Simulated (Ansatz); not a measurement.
**Two runs on AlCu3**

System: AlCu3 (Pm-3m, 4 atoms in the cell).
Method of the first run: DFT r2SCAN, scalar-relativistic, plane waves, PAW, no spin polarisation (Ansatz 0.2.0).

The structure derives from a Materials Project entry. Text and figures count atoms from 1; the logs count them from 0 in places.

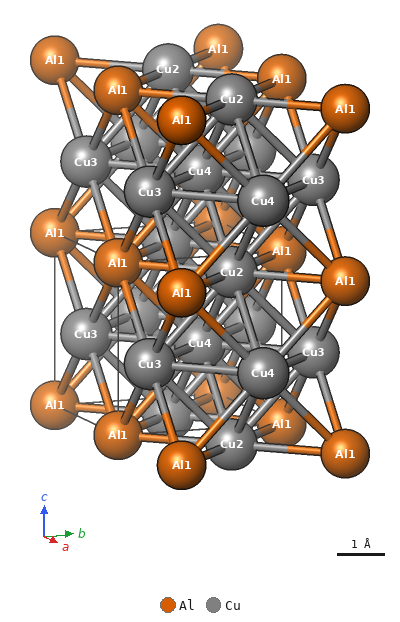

Figure 1. The structure as given in the input (ball-and-stick view of the cell of the calculation, repeated 2 × 1 × 2, seen slightly off an axis; atoms are numbered from 1 in the order of the input). An atom can appear more than once, as a periodic image.

## Input, the first run
```yaml
crystal:
  lattice:
    - [3.7593745829, 0.0, 0.0]
    - [0.0, 3.7593745829, 0.0]
    - [0.0, 0.0, 3.7593745829]
  atoms:
    - { symbol: Al, position: [0.0, 0.0, 0.0] }
    - { symbol: Cu, position: [0.5, 0.5, 0.0] }
    - { symbol: Cu, position: [0.5, 0.0, 0.5] }
    - { symbol: Cu, position: [0.0, 0.5, 0.5] }
basis:
  ecutwfc: 500
kpoints:
  mp_grid: { grid: [12, 12, 12] }
hamiltonian:
  xc: r2scan
scf:
  occupations: { method: gaussian, width: 0.1 }
output:
  forces: true
  stress: true
  eigenvalues: true
  write_density: true
  write_potential: true
  elf: true
  volumetric_format: npy
```

Launched with:
```bash
ansatz run input.yaml --threads 1 --pin off --max-ram 2560MiB --backend cpu --events-out ev --progress --plain --runs-dir out
```

Hardware: 1 thread of Intel Xeon @ 2.50GHz (Skylake/Cascade Lake), 189 GiB of memory available, shared host.

## Output, shortened to warnings, some set-up lines, iterations and results (the first run)
```
Basis set: ecut = 500 eV, 1357 PW (Γ), exchange–correlation on 120×120×120 points (64 copies of the dense FFT grid, shifted against one another)
Symmetry: 48 space group operations
k-points: 84 of 1728
Initial density: superposition of atomic densities (neutral atoms: chi_scale 0, normalization atom), corrected by the library's trained network
[...]
SCF iter   1: F=—  HF=-20434.772923 eV  |F-HF|=—  |Δ(HF+E_count)|=         —  Δρ=3.88e-2  dr2=4.97e-1  dr2_τ=6.60e-3  ethr=1.77e-3  ⟨swp⟩=5.3  Hψ=10547  notcnv=0  defer=30
SCF iter   2: F=—  HF=-20434.748956 eV  |F-HF|=—  |Δ(HF+E_count)|=   2.40e-2  Δρ=1.81e-2  dr2=7.59e-2  dr2_τ=4.01e-3  ethr=8.28e-4  ⟨swp⟩=2.1  Hψ=5472  notcnv=0  defer=115
SCF iter   3: F=—  HF=-20434.705009 eV  |F-HF|=—  |Δ(HF+E_count)|=   4.39e-2  Δρ=7.94e-3  dr2=3.04e-2  dr2_τ=1.23e-4  ethr=1.27e-4  ⟨swp⟩=2.0  Hψ=5368  notcnv=0  defer=115
SCF iter   4: F=—  HF=-20434.697292 eV  |F-HF|=—  |Δ(HF+E_count)|=   7.72e-3  Δρ=1.31e-3  dr2=1.16e-3  dr2_τ=1.64e-5  ethr=5.06e-5  ⟨swp⟩=1.2  Hψ=3727  notcnv=0  defer=113
SCF iter   5: F=—  HF=-20434.697878 eV  |F-HF|=—  |Δ(HF+E_count)|=   5.86e-4  Δρ=5.63e-4  dr2=3.07e-4  dr2_τ=2.37e-6  ethr=1.93e-6  ⟨swp⟩=2.0  Hψ=4489  notcnv=0  defer=113
SCF iter   6: F=—  HF=-20434.697817 eV  |F-HF|=—  |Δ(HF+E_count)|=   6.09e-5  Δρ=2.88e-4  dr2=4.32e-5  dr2_τ=1.45e-7  ethr=5.12e-7  ⟨swp⟩=2.1  Hψ=4330  notcnv=0  defer=113
SCF iter   7: F=—  HF=-20434.697808 eV  |F-HF|=—  |Δ(HF+E_count)|=   9.16e-6  Δρ=5.16e-5  dr2=9.02e-7  dr2_τ=7.58e-9  ethr=7.20e-8  ⟨swp⟩=2.0  Hψ=4130  notcnv=0  defer=113
SCF iter   8: F=-20434.697808 eV  HF=-20434.697808 eV  |F-HF|=1.49e-8  |Δ(HF+E_count)|=   1.80e-7  Δρ=8.63e-6  dr2=4.13e-8  dr2_τ=2.43e-10  ethr=1.67e-10  ⟨swp⟩=12.1  …
SCF 1 converged in 8 iterations: F = -20434.697808 eV  dr2 = 4.13e-8
SCF converged after 8 iterations
Free energy (F): -20434.697808 eV
Harris-Foulkes:  -20434.697808 eV  (|F-HF|=1.49e-8)
Internal energy: -20434.693762 eV  (E = F + TS)
E sigma→0 (E₀):  -20434.695785 eV
Entropy (-TS):   -0.004046 eV (-1.011 meV/atom)
Fermi energy:    13.451715 eV
--- Per-component energies (eV) ---
  E_band       = -1323.944479
  E_kinetic    = 919.188036
  E_local      = -14457.301379  (includes V_loc(G=0)·N_el)
  E_nonlocal   = 1194.149132
  E_hartree    = 6436.047949
  E_xc         = -286.746166
  E_vxc        = -403.827945  (∫ρ·V_xc dr)
  E_paw        = -5507.270102  (= ΣΔE_a)
  E_vpaw       = -1476.714455  (= ΣTr[D̂ρ^β])
  E_aug_tail   = 0.000431  (compensation charges beyond the density's cutoff)
  E_vtau       = 28.445489  (kinetic-family band-sum trace: ∫τ·v_τ [+ j·A + Jᵃ·Aᵃ] dr)
  E_ewald      = -8731.798229
  E_core_change = -0.963432  (= ΣΔE_core)
  E_smearing   = -0.004046  (= −TS)
  E_closure    = 0.000000  (closes the sum)
  Σ components = -20434.697808   (vs F -20434.697808, Δ=0.00e0)
--- Forces (eV/Å), atoms counted from 1 ---
  atom   1  Al    -0.00000000     0.00000000     0.00000000
  atom   2  Cu    -0.00000000     0.00000000     0.00000000
  atom   3  Cu    -0.00000000    -0.00000000    -0.00000000
  atom   4  Cu     0.00000000     0.00000000     0.00000000
  max |Σ_I F_I| component: 7.49e-29 eV/Å
--- Stress (GPa, compression-positive) ---
      -11.483487       0.000000       0.000000
        0.000000     -11.483487       0.000000
        0.000000       0.000000     -11.483487
  P = ⅓ Tr σ = -11.4835 GPa (-114.835 kbar)
```

For the second run the input was changed thus:
```diff
-    - [3.7593745829, 0.0, 0.0]
-    - [0.0, 3.7593745829, 0.0]
-    - [0.0, 0.0, 3.7593745829]
+    - [3.529109794, 0.0, 0.0]
+    - [0.0, 3.529109794, 0.0]
+    - [0.0, 0.0, 3.529109794]
```

Predict how the results change.

With the same functional and potentials, the second run lies 7.9 meV per atom higher. The pressure goes from −11.48 to 17.81 GPa. The volume per atom goes from 13.28 to 10.99 Å³. The number of SCF iterations is the same. The plane waves at Γ go from 1357 to 1141.

## Output, shortened to warnings, some set-up lines, iterations and results (the second run)
```
Basis set: ecut = 500 eV, 1141 PW (Γ), exchange–correlation on 108×108×108 points (64 copies of the dense FFT grid, shifted against one another)
Symmetry: 48 space group operations
k-points: 84 of 1728
Initial density: superposition of atomic densities (neutral atoms: chi_scale 0, normalization atom), corrected by the library's trained network
[...]
SCF iter   1: F=—  HF=-20434.718171 eV  |F-HF|=—  |Δ(HF+E_count)|=         —  Δρ=3.83e-2  dr2=3.80e-1  dr2_τ=1.04e-2  ethr=1.77e-3  ⟨swp⟩=5.3  Hψ=10824  notcnv=0  defer=22
SCF iter   2: F=—  HF=-20434.703766 eV  |F-HF|=—  |Δ(HF+E_count)|=   1.44e-2  Δρ=1.58e-2  dr2=4.74e-2  dr2_τ=3.51e-3  ethr=6.34e-4  ⟨swp⟩=2.0  Hψ=5475  notcnv=0  defer=116
SCF iter   3: F=—  HF=-20434.671802 eV  |F-HF|=—  |Δ(HF+E_count)|=   3.20e-2  Δρ=8.27e-3  dr2=2.29e-2  dr2_τ=1.06e-4  ethr=7.91e-5  ⟨swp⟩=2.0  Hψ=5696  notcnv=0  defer=116
SCF iter   4: F=—  HF=-20434.666006 eV  |F-HF|=—  |Δ(HF+E_count)|=   5.80e-3  Δρ=1.14e-3  dr2=6.39e-4  dr2_τ=2.16e-5  ethr=3.82e-5  ⟨swp⟩=1.4  Hψ=3736  notcnv=0  defer=116
SCF iter   5: F=—  HF=-20434.666417 eV  |F-HF|=—  |Δ(HF+E_count)|=   4.11e-4  Δρ=5.93e-4  dr2=1.89e-4  dr2_τ=1.59e-6  ethr=1.07e-6  ⟨swp⟩=2.0  Hψ=4470  notcnv=0  defer=116
SCF iter   6: F=—  HF=-20434.666388 eV  |F-HF|=—  |Δ(HF+E_count)|=   2.98e-5  Δρ=2.29e-4  dr2=2.05e-5  dr2_τ=1.04e-7  ethr=3.15e-7  ⟨swp⟩=2.1  Hψ=4196  notcnv=0  defer=116
SCF iter   7: F=—  HF=-20434.666375 eV  |F-HF|=—  |Δ(HF+E_count)|=   1.30e-5  Δρ=3.63e-5  dr2=4.38e-7  dr2_τ=4.99e-9  ethr=3.42e-8  ⟨swp⟩=2.0  Hψ=3831  notcnv=0  defer=116
SCF iter   8: F=-20434.666375 eV  HF=-20434.666375 eV  |F-HF|=4.41e-9  |Δ(HF+E_count)|=   6.64e-8  Δρ=6.92e-6  dr2=2.03e-8  dr2_τ=1.66e-10  ethr=1.67e-10  ⟨swp⟩=11.3  …
SCF 1 converged in 8 iterations: F = -20434.666375 eV  dr2 = 2.03e-8
SCF converged after 8 iterations
Free energy (F): -20434.666375 eV
Harris-Foulkes:  -20434.666375 eV  (|F-HF|=4.41e-9)
Internal energy: -20434.660660 eV  (E = F + TS)
E sigma→0 (E₀):  -20434.663517 eV
Entropy (-TS):   -0.005715 eV (-1.429 meV/atom)
Fermi energy:    17.113077 eV
--- Per-component energies (eV) ---
  E_band       = -1142.266994
  E_kinetic    = 930.131544
  E_local      = -13500.229415  (includes V_loc(G=0)·N_el)
  E_nonlocal   = 1187.968869
  E_hartree    = 6043.741387
  E_xc         = -293.825905
  E_vxc        = -414.530501  (∫ρ·V_xc dr)
  E_paw        = -5499.959917  (= ΣΔE_a)
  E_vpaw       = -1462.443383  (= ΣTr[D̂ρ^β])
  E_aug_tail   = 0.000458  (compensation charges beyond the density's cutoff)
  E_vtau       = 29.339788  (kinetic-family band-sum trace: ∫τ·v_τ [+ j·A + Jᵃ·Aᵃ] dr)
  E_ewald      = -9301.524249
  E_core_change = -0.963432  (= ΣΔE_core)
  E_smearing   = -0.005715  (= −TS)
  E_closure    = -0.000000  (closes the sum)
  Σ components = -20434.666375   (vs F -20434.666375, Δ=0.00e0)
--- Forces (eV/Å), atoms counted from 1 ---
  atom   1  Al    -0.00000000     0.00000000     0.00000000
  atom   2  Cu     0.00000000     0.00000000     0.00000000
  atom   3  Cu     0.00000000    -0.00000000     0.00000000
  atom   4  Cu     0.00000000     0.00000000     0.00000000
  max |Σ_I F_I| component: 2.47e-28 eV/Å
--- Stress (GPa, compression-positive) ---
       17.814229      -0.000000       0.000000
       -0.000000      17.814229       0.000000
        0.000000       0.000000      17.814229
  P = ⅓ Tr σ = 17.8142 GPa (178.142 kbar)
```

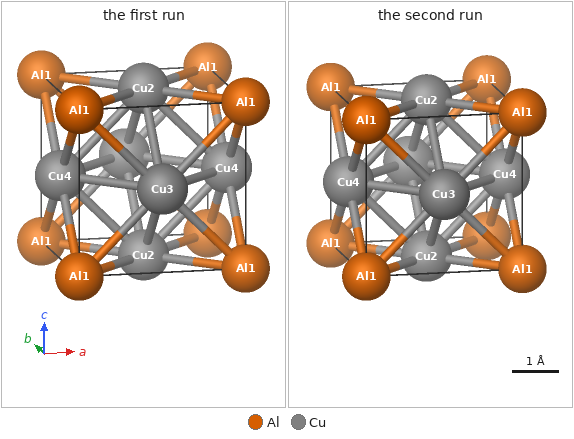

Figure 2. The two input geometries at one scale (ball-and-stick view of the cell of the calculation, seen slightly off an axis). The atoms keep their places relative to the cell (all moves are under 0.005 Å). The volume changes by −17.3 %, with a = b = c 3.759 → 3.529 Å (−6.1 %). Among the contacts that change: Al1–Cu2 2.658 → 2.495 Å, Cu2–Cu3 2.658 → 2.495 Å.

## The two runs side by side

| quantity | the first run | the second run |
| --- | --- | --- |
| outcome | converged | converged |
| free energy per atom (eV) | −5108.6745 | −5108.6666 |
| energy per atom, smearing taken to zero (eV) | −5108.6739 | −5108.6659 |
| gap on the mesh (eV) | 0.00 | 0.00 |
| pressure (GPa) | −11.48 | 17.81 |
| volume per atom (Å³) | 13.28 | 10.99 |
| largest force (eV/Å) | 0.000 | 0.000 |
| SCF iterations | 8 | 8 |
| irreducible k-points | 84 | 84 |
| plane waves at Γ | 1357 | 1141 |
| wall time (shared host) | 38 s | 33 s |

For the first run: The cell is under a tension of 11.5 GPa at this level, so it is not at its equilibrium volume. For the second run: The cell is under a pressure of 17.8 GPa at this level, so it is not at its equilibrium volume.
